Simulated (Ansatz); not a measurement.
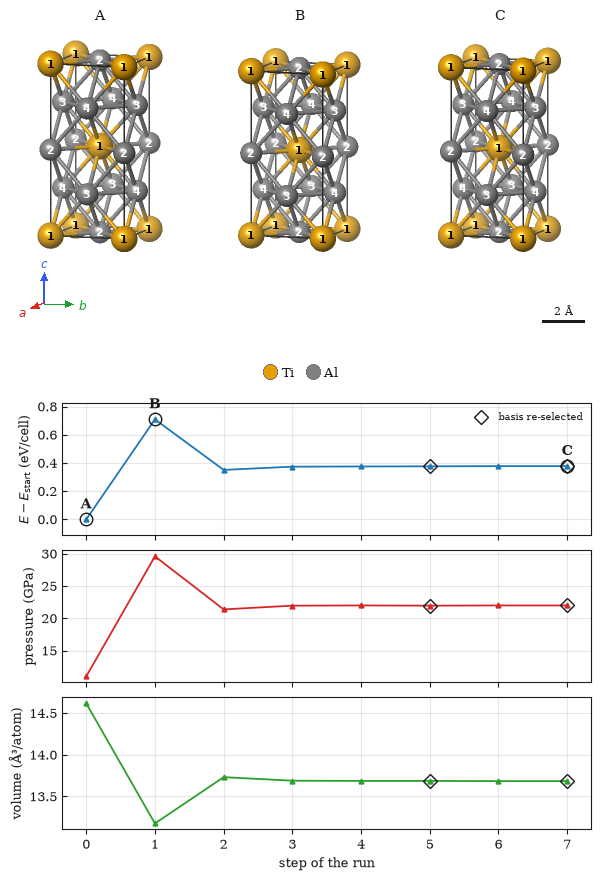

Frames of a relaxation of crystalline TiAl3 (set up in I4/mmm), marked on the history of the run. A ball-and-stick model of the conventional cell (2 times the calculation's cell), seen slightly off an axis. Lengths and directions refer to the drawn axes.

Case: relaxed at 22 GPa.

The calculation used Ansatz 0.2.0, DFT PBE, scalar-relativistic, plane waves, PAW. Settings: plane-wave cutoff 420 eV; k-point mesh 16 × 16 × 16; occupations fermi dirac; smearing width 0.15 eV; target pressure 22 GPa; no spin polarisation; cell and atoms relaxed; force threshold 0.001 eV/Å; at most 60 steps.

Question: Describe the path.

Answer: After 5 accepted moves (7 points after the start) the energy has risen by 0.378 eV per cell of the calculation. With the target pressure of 22 GPa, the enthalpy E + pV changes by −0.135 eV per cell of the calculation. All forces vanish by symmetry, so only the cell relaxes. Pressure: 11.00 GPa at the start and 22.00 GPa at the end. The SCF was repeated twice at an unchanged geometry on a basis and grid sized afresh for the cell, which shifted the energy by 1.0 meV per cell of the calculation at most. The atoms keep their places relative to the cell (all moves are under 0.005 Å). The volume changes by −6.4 %, with a = b 3.744 → 3.663 Å (−2.1 %), c 8.345 → 8.158 Å (−2.2 %). Some distances before and after: Ti1–Al3 2.803 → 2.741 Å, Al2–Al3 2.803 → 2.741 Å, Ti1–Al2 2.647 → 2.590 Å, Al3–Al4 2.647 → 2.590 Å. The space group stays I4/mmm (No. 139). From step 0 to 1: volume −9.9 %, energy +0.710 eV per cell of the calculation. From step 1 to 7: volume +3.9 %, energy −0.332 eV per cell of the calculation.

```json
{"step": "0", "E − E(0), meV/atom": "0.00", "pressure, GPa": "11.00", "volume, Å³/atom": "14.618", "note": ""}
{"step": "1", "E − E(0), meV/atom": "177.39", "pressure, GPa": "29.60", "volume, Å³/atom": "13.176", "note": ""}
{"step": "2", "E − E(0), meV/atom": "87.80", "pressure, GPa": "21.39", "volume, Å³/atom": "13.732", "note": ""}
{"step": "3", "E − E(0), meV/atom": "93.53", "pressure, GPa": "21.96", "volume, Å³/atom": "13.690", "note": ""}
{"step": "4", "E − E(0), meV/atom": "93.88", "pressure, GPa": "22.00", "volume, Å³/atom": "13.687", "note": ""}
{"step": "5", "E − E(0), meV/atom": "94.14", "pressure, GPa": "21.97", "volume, Å³/atom": "13.687", "note": "same geometry, new basis"}
{"step": "6", "E − E(0), meV/atom": "94.47", "pressure, GPa": "22.00", "volume, Å³/atom": "13.685", "note": ""}
{"step": "7", "E − E(0), meV/atom": "94.47", "pressure, GPa": "22.00", "volume, Å³/atom": "13.685", "note": "same geometry, new basis"}
```
